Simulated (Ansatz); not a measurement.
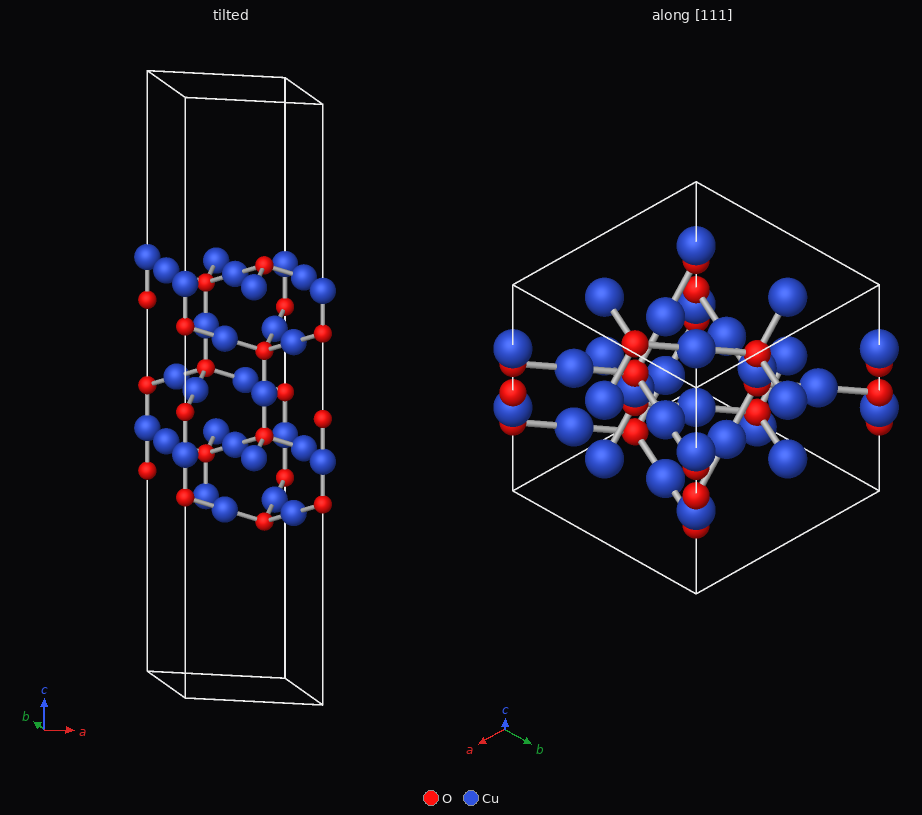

The image is a ball-and-stick drawing of a crystal, viewed slightly off an axis and along [111]. The lines enclose the simulation cell; boundary atoms appear with their images.

In words:

The stoichiometry is Cu$_{2}$O. In the cell are 20 Cu, 10 O, which makes 10 formula units. Coordination numbers (contacts within bonding distance): Cu 1 to 2 (mean 1.9) and O 3 to 4 (mean 3.8). The bonds build Cu11O6 and Cu9O4 layers parallel to (001).

The model was built from a structure listed in the Materials Project, from which a slab was cut. Earlier steps of the study may have refined or changed the cell and positions. It was run through Ansatz as a DFT input.

At this level of theory the cell isn't at rest (forces up to 0.7 eV/Å), so its distances can differ from those at equilibrium, the more so the softer the solid.
